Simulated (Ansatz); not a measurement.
# Single-point calculation, with input and output: TiSi

TiSi (Fm-3m, 2 atoms in the cell), computed with DFT HSE06, scalar-relativistic, plane waves, PAW, no spin polarisation (Ansatz 0.2.0).

Figures and captions count atoms from 1; the log counts them from 0 in places.

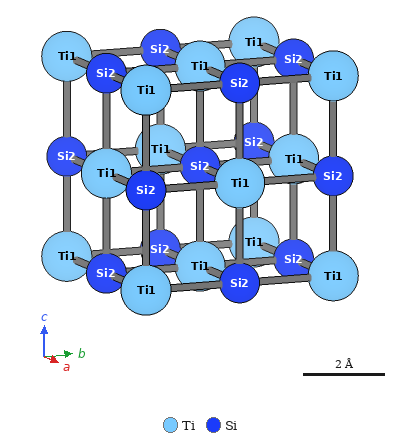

*The input geometry (ball-and-stick view of the cell 4 times as large as that of the calculation, set on its symmetry axes, seen slightly off an axis; atoms are numbered from 1 in the order of the input). An atom can appear more than once, as a periodic image.*

Near neighbours in the periodic cell (some may lie outside the picture): Ti has 6 Si at 2.53 Å; Si has 6 Ti at 2.53 Å.

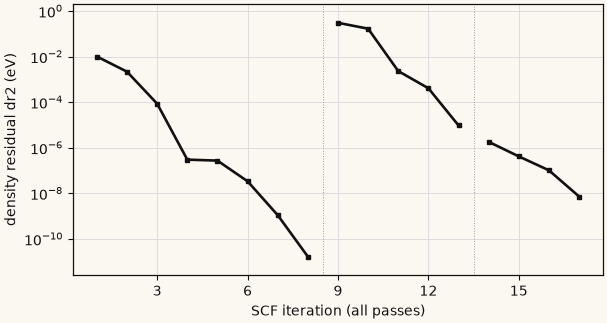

*Convergence of the self-consistent field: density residual dr2 against the SCF iteration. The run starts with a semilocal functional; after that each stretch between dotted lines is one SCF of the hybrid functional between two exact rebuilds of the exchange operator by the outer loop. Early passes are stopped at a loose threshold.*

The passes take 8, 5 and 4 iterations.

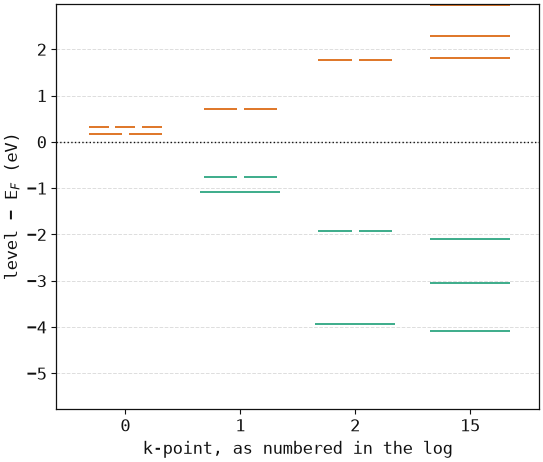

*Kohn–Sham levels near the Fermi level (dotted) at the few k-points that the log prints; levels within 0.02 eV of each other stand side by side.*

The system is metallic on the full mesh.

The input and output of the run follow.

Input file:
```yaml
crystal:
  lattice:
    - [0.0, 2.5313839662, 2.5313839662]
    - [2.5313839662, 0.0, 2.5313839662]
    - [2.5313839662, 2.5313839662, 0.0]
  atoms:
    - { symbol: Ti, position: [0.0, 0.0, 0.0] }
    - { symbol: Si, position: [0.5, 0.5, 0.5] }
basis:
  ecutwfc: 420
kpoints:
  mp_grid: { grid: [6, 6, 6] }
hamiltonian:
  xc: hse06
scf:
  occupations: { method: gaussian, width: 0.05 }
output:
  forces: true
  stress: true
  eigenvalues: true
```

Command:
```bash
ansatz run input.yaml --threads 4 --pin off --max-ram 12288MiB --backend cpu --events-out ev --progress --plain --runs-dir out
```

Log:
```
Warning: output.stress: scf.convergence.dr2_threshold = 1e-7 eV (the SCF's general default) is looser than the 2e-10 eV advised for a printed stress (1e-10 eV for each atom of the cell: 2). What an SCF threshold leaves in a stress goes as its square root, and in the free energy as the threshold itself, and one threshold admits the most on a small cell: of the crystals measured, under no hybrid functional and no lock of the moments, on runs that ended without the residual-converged pass, on stresses that held no estimate of that error, the worst erred by over 100 MPa in a component at 1e-7 eV an atom and by under 5 at 1e-10. Set scf.convergence.dr2_threshold to 2e-10 eV or tighter. The threshold is an SCF's pass mark: one that does not reach it within its budget of iterations ends unconverged, or closes short of it on a stop that the run arms, and scf.convergence.dr2_threshold's page says what that costs each kind of run
Warning: output.stress: scf.exx.energy_threshold = 1e-6 eV is looser than the 2e-8 eV advised for a stress under a hybrid functional (1e-8 eV for each atom of the cell: 2). Every SCF of the exchange loop can meet its threshold on dr2 while the loop round them stops early: no threshold on dr2 bounds what that leaves in the stress. Set scf.exx.energy_threshold to 2e-8 eV or tighter. The threshold is the loop's pass mark: a loop that does not reach it within its budget of cycles ends unconverged, and scf.exx.energy_threshold's page has the law
Engine: ansatz 0.2.0, x86_64-unknown-linux-gnu
Pseudopotentials: kind: paw
Pseudopotential: Ti, paw, valence charge 12, recommended cutoff 420 eV (normal), Ti.paw.azcp
Pseudopotential: Si, paw, valence charge 4, recommended cutoff 420 eV (normal), Si.paw.azcp
Functional definition: HSE06
  parameter a = 0.25
  parameter omega = 0.11/bohr
  exchange = pbe_x - a*pbe_x_sr(omega) + a*exact_x_sr(omega)
  correlation = pbe_c
Crystal: 2 atoms, lattice volume = 32.442 Å³
Basis set: ecut = 420 eV, 609 PW (Γ), exchange–correlation on 48×48×48 points (8 copies of the dense FFT grid, shifted against one another)
Bands: 12, of which v1, the nominal top of the filled ones, is band 8 counted from 1 (7 counted from 0)
Symmetry: 48 space group operations
Space group: Fm-3m (ITA 225), of the structure as read, at distance tolerance 3.2e-5 Å
k-points: 16 of 216
Non-local potential: Ti, projectors of the file, l = 0: 3, l = 1: 2, l = 2: 3, l = 3: 1
Non-local potential: Si, projectors of the file, l = 0: 2, l = 1: 2, l = 2: 2
PAW form: soft (Blöchl's): semilocal exchange-correlation on the pseudo side does not see the compensation charge
PAW frozen core: Ti, regenerated for the run's functional, and the local potential with it (the file was generated under x = pbe(κ = 0.804, μ = 0.2195149727645171), c = pbe(β = 0.06672455060314922))
PAW frozen core: Si, regenerated for the run's functional, and the local potential with it (the file was generated under x = pbe(κ = 0.804, μ = 0.2195149727645171), c = pbe(β = 0.06672455060314922))
PAW one-centre angular grid: Ti, 590 points (default); XC on 64 Gauss nodes
PAW one-centre angular grid: Si, 110 points (default); XC on 64 Gauss nodes
Initial density: superposition of atomic densities (neutral atoms: chi_scale 0, normalization atom), corrected by the library's trained network
Initial wavefunctions: pseudopotential atomic-orbital guess
Functional: x = pbe(κ = 0.804, μ = 0.2195149727645171), c = pbe(β = 0.06672455060314922), warm-up for x = pbe(κ = 0.804, μ = 0.2195149727645171) + 0.25 (exact − pbe) at short range (hse, ω = 0.20786987370883472 Å⁻¹), c = pbe(β = 0.06672455060314922); HSE06 as pw.x's `hse` composes it (authors' and Libxc's form: `xc: wpbeh`)
SCF iter   1: F=—  HF=-3136.346232 eV  |F-HF|=—  |Δ(HF+E_count)|=         —  Δρ=5.90e-3  dr2=1.00e-2  ethr=1.77e-3  ⟨swp⟩=5.3  Hψ=803  notcnv=0
preconditioner: auto → none  [insulator: Δε(μ)=0.117 eV  Ē_g=5.799 eV  σ=0.050 eV  W_gap=0.54  n_scr=8 (ndim 8)  ℏωp=18.4 eV  f_vac=0.000  D(μ)=1.45/eV (n_scr^D=14)]
SCF iter   2: F=—  HF=-3136.345282 eV  |F-HF|=—  |Δ(HF+E_count)|=   9.49e-4  Δρ=2.88e-3  dr2=2.15e-3  ethr=6.26e-5  ⟨swp⟩=2.5  Hψ=368  notcnv=0  defer=1
iter 3 solved again at ethr=5.05e-7 eV; its pass at ethr=1.35e-5 eV (dr2=8.08e-5 eV) is discarded
SCF iter   3: F=—  HF=-3136.345266 eV  |F-HF|=—  |Δ(HF+E_count)|=   1.61e-5  Δρ=4.61e-4  dr2=8.45e-5  ethr=5.05e-7  ⟨swp⟩=2.8  Hψ=792  notcnv=0
SCF iter   4: F=—  HF=-3136.345252 eV  |F-HF|=—  |Δ(HF+E_count)|=   1.41e-5  Δρ=5.84e-5  dr2=2.98e-7  ethr=5.05e-7  ⟨swp⟩=3.1  Hψ=348  notcnv=0
SCF iter   5: F=—  HF=-3136.345253 eV  |F-HF|=—  |Δ(HF+E_count)|=   7.47e-7  Δρ=2.29e-5  dr2=2.70e-7  ethr=1.86e-9  ⟨swp⟩=4.9  Hψ=547  notcnv=0
SCF iter   6: F=—  HF=-3136.345253 eV  |F-HF|=—  |Δ(HF+E_count)|=   4.70e-8  Δρ=7.74e-6  dr2=3.34e-8  ethr=1.69e-9  ⟨swp⟩=2.4  Hψ=329  notcnv=0
SCF iter   7: F=—  HF=-3136.345253 eV  |F-HF|=—  |Δ(HF+E_count)|=   2.73e-9  Δρ=1.42e-6  dr2=1.09e-9  ethr=2.09e-10  ⟨swp⟩=3.8  Hψ=380  notcnv=0
SCF iter   8: F=-3136.345253 eV  HF=-3136.345253 eV  |F-HF|=1.55e-11  |Δ(HF+E_count)|=  7.73e-11  Δρ=2.27e-7  dr2=1.65e-11  ethr=6.81e-12  ⟨swp⟩=4.2  Hψ=404  notcnv=0
SCF 1 converged in 8 iterations: F = -3136.345253 eV  dr2 = 1.65e-11
  greatest PAW one-centre occupation: 0.999 electrons in one spin orbital (limit 2), on the Ti atom at site 0 (counted from 0), in its partial waves of l = 0
Initial density: handed on by an earlier stage of this run
Initial wavefunctions: those handed on with the density
Functional: x = pbe(κ = 0.804, μ = 0.2195149727645171) + 0.25 (exact − pbe) at short range (hse, ω = 0.20786987370883472 Å⁻¹), c = pbe(β = 0.06672455060314922); HSE06 as pw.x's `hse` composes it (authors' and Libxc's form: `xc: wpbeh`)
Exchange kernel: α = 0.2500, screened, ω = 0.2079 Å⁻¹, Wigner–Seitz truncation, v(0) = 1045.6344 eV·Å³, q-mesh 6×6×6, nearest image of the exchange supercell L = 21.48 Å, pair-density grid 15×15×15, without the augmentation charges, whose exchange is taken in its separable form by FFT convolution over the k-point mesh (sized by the pseudopotential files, 20×20×20 at the most), smooth part of the exact exchange by density-matrix convolution
Frozen-core exchange: fock
iter 1 solved again at ethr=1.17e-3 eV; its pass at ethr=1.00e-1 eV (dr2=1.87e-1 eV) is discarded
SCF iter   1: F=—  HF=-3136.317755 eV  |F-HF|=—  |Δ(HF+E_count)|=         —  Δρ=2.59e-2  dr2=3.02e-1  ethr=1.17e-3  ⟨swp⟩=4.1  Hψ=932  notcnv=0
eigensolver tolerance schedule calibrated: the retry pair's looser diagonalisation under-reported the residual by θ = 0.36 (0.19/decade); ethr = c·dr2/N_el runs at the constant in force after the calibration composes with the one it found (an armed cap, an earlier calibration), c = 2.9e-2
preconditioner: auto → none  [insulator: Δε(μ)=0.110 eV  Ē_g=7.278 eV  σ=0.050 eV  W_gap=0.50  n_scr=8 (ndim 8)  ℏωp=18.4 eV  f_vac=0.000  D(μ)=1.28/eV (n_scr^D=14)]
SCF iter   2: F=—  HF=-3136.305686 eV  |F-HF|=—  |Δ(HF+E_count)|=   1.21e-2  Δρ=1.98e-2  dr2=1.66e-1  ethr=5.27e-4  ⟨swp⟩=4.6  Hψ=695  notcnv=0
SCF iter   3: F=—  HF=-3136.255289 eV  |F-HF|=—  |Δ(HF+E_count)|=   5.04e-2  Δρ=3.11e-3  dr2=2.29e-3  ethr=2.89e-4  ⟨swp⟩=4.1  Hψ=637  notcnv=0
SCF iter   4: F=—  HF=-3136.256893 eV  |F-HF|=—  |Δ(HF+E_count)|=   1.60e-3  Δρ=1.03e-3  dr2=4.04e-4  ethr=2.62e-6  ⟨swp⟩=4.4  Hψ=533  notcnv=0
SCF iter   5: F=-3136.256787 eV  HF=-3136.256792 eV  |F-HF|=5.08e-6  |Δ(HF+E_count)|=   1.01e-4  Δρ=1.91e-4  dr2=9.42e-6  ethr=6.67e-7  ⟨swp⟩=3.7  Hψ=445  notcnv=0
SCF 2 stopped early in 5 iterations: F = -3136.256787 eV  dr2 = 9.42e-6
hybrid outer 1: dexx = +2.125e-2 eV, tail = 6.17e-5 eV
Exchange kernel: α = 0.2500, screened, ω = 0.2079 Å⁻¹, Wigner–Seitz truncation, v(0) = 1045.6344 eV·Å³, q-mesh 6×6×6, nearest image of the exchange supercell L = 21.48 Å, pair-density grid 15×15×15, without the augmentation charges, whose exchange is taken in its separable form by FFT convolution over the k-point mesh (sized by the pseudopotential files, 20×20×20 at the most), smooth part of the exact exchange by density-matrix convolution
Frozen-core exchange: fock
SCF iter   1: F=—  HF=-3136.256371 eV  |F-HF|=—  |Δ(HF+E_count)|=         —  Δρ=7.43e-5  dr2=1.80e-6  ethr=1.93e-6  ⟨swp⟩=4.6  Hψ=530  notcnv=0
preconditioner: auto → none  [insulator: Δε(μ)=0.185 eV  Ē_g=7.020 eV  σ=0.050 eV  W_gap=0.57  n_scr=8 (ndim 8)  ℏωp=18.4 eV  f_vac=0.000  D(μ)=1.65/eV (n_scr^D=14)]
SCF iter   2: F=—  HF=-3136.256373 eV  |F-HF|=—  |Δ(HF+E_count)|=   1.64e-6  Δρ=5.36e-5  dr2=4.13e-7  ethr=1.03e-8  ⟨swp⟩=3.9  Hψ=480  notcnv=0
SCF iter   3: F=—  HF=-3136.256373 eV  |F-HF|=—  |Δ(HF+E_count)|=   5.71e-8  Δρ=2.07e-5  dr2=1.01e-7  ethr=2.42e-9  ⟨swp⟩=4.1  Hψ=457  notcnv=0
SCF iter   4: F=-3136.256373 eV  HF=-3136.256373 eV  |F-HF|=6.13e-9  |Δ(HF+E_count)|=   1.23e-8  Δρ=6.63e-6  dr2=7.17e-9  ethr=5.93e-10  ⟨swp⟩=3.9  Hψ=417  notcnv=0  defer=1
SCF 3 converged in 4 iterations: F = -3136.256373 eV  dr2 = 7.17e-9
  Residual-converged pass: ⟨swp⟩=3.4  Hψ=402  notcnv=0  max |occ|·‖R‖ = 2.3e-6 eV (tolerance 2.4e-6 eV)  dr2=7.13e-9  dr2_onsite=2.59e-9  max |Δocc| = 1.9e-10
hybrid outer 2: dexx = +2.275e-6 eV, tail = 4.14e-8 eV, Δε = 6.10e-3 eV (about 1.83e-4 eV left of the loop's levels)
hybrid SCF converged: 2 outer / 9 inner (+8 warm-up), last move |dexx| = 2.28e-6 eV, tail = 4.14e-8 eV
Stability not checked: this state was not tested for a lower state beside it, because the functional holds exact exchange (a hybrid, or Hartree-Fock), whose exchange loop this test does not read (fock_operator; see scf.lower_state_search)
Free energy (F): -3136.256373 eV
Frozen-core exchange: fock
Harris-Foulkes:  -3136.256373 eV  (|F-HF|=6.13e-9)
Internal energy: -3136.254321 eV  (E = F + TS)
E sigma→0 (E₀):  -3136.255347 eV
Entropy (-TS):   -0.002052 eV (-1.026 meV/atom)
Fermi energy:    11.437498 eV
--- Per-component energies (eV) ---
  E_band       = -193.219642
  E_kinetic    = 314.259637
  E_local      = -985.090087  (includes V_loc(G=0)·N_el)
  E_nonlocal   = 31.990661
  E_hartree    = 408.529872
  E_xc         = -124.964858
  E_vxc        = -137.288155  (∫ρ·V_xc dr)
  E_exx        = -45.078086  (= α·E_x^exact, valence–valence)
  E_paw        = -1543.667260  (= ΣΔE_a)
  E_vpaw       = -143.992653  (= ΣTr[D̂ρ^β])
  E_aug_tail   = 0.000119  (compensation charges beyond the density's cutoff)
  E_ewald      = -1192.003264
  E_core_change = -0.231054  (= ΣΔE_core)
  E_smearing   = -0.002052  (= −TS)
  E_closure    = -0.000001  (closes the sum)
  Σ components = -3136.256373   (vs F -3136.256373, Δ=0.00e0)
--- Forces (eV/Å), atoms counted from 1 ---
  atom   1  Ti    -0.00000000    -0.00000000     0.00000000
  atom   2  Si    -0.00000000     0.00000000     0.00000000
  max |Σ_I F_I| component: 6.49e-31 eV/Å
--- Stress (GPa, compression-positive) ---
       -0.026612      -0.000000      -0.000000
        0.000000      -0.026612       0.000000
       -0.000000      -0.000000      -0.026612
  P = ⅓ Tr σ = -0.0266 GPa (-0.266 kbar)
--- Band table (eV; the first three rows and the last of 16) ---
  k-point 0: bands = ["-50.3024", "-24.9212", "-24.9212", "-24.9212", "-0.4200", "11.6157", "11.6157", "11.7490", "11.7490", "11.7490", "15.0729", "15.0729"]
  k-point 1: bands = ["-50.2993", "-24.9546", "-24.9252", "-24.9252", "0.1264", "10.3643", "10.6693", "10.6693", "12.1559", "12.1559", "14.6346", "16.4071"]
  k-point 2: bands = ["-50.2931", "-25.0215", "-24.9328", "-24.9328", "1.6487", "7.4994", "9.5095", "9.5095", "13.2081", "13.2081", "14.5236", "18.3579"]
  k-point 15: bands = ["-50.2857", "-25.0273", "-24.9895", "-24.9697", "3.3149", "7.3504", "8.3920", "9.3318", "13.2586", "13.7275", "14.3851", "14.4703"]
```

Summary:

| quantity | value |
| --- | --- |
| outcome | converged |
| space group (tolerance 0.01 Å) | Fm-3m (225) |
| electrons treated | 16 |
| free energy | −3136.2564 eV |
| Fermi energy | 11.437 eV |
| gap on the k-point mesh | none (metallic) |
| pressure | −0.03 GPa |
| largest force (length of the vector) | under 0.001 eV/Å |
| hardware | 4 threads of Intel Xeon (Sapphire Rapids), 16 GiB of memory available, shared host |
| wall time | 8.2 s (CPU time 29 s) |
| peak memory | 1.1 GiB |

Notes:

Warnings of the run: the exchange loop's threshold is looser than advised for the stress; the SCF threshold is looser than advised for the printed stress.
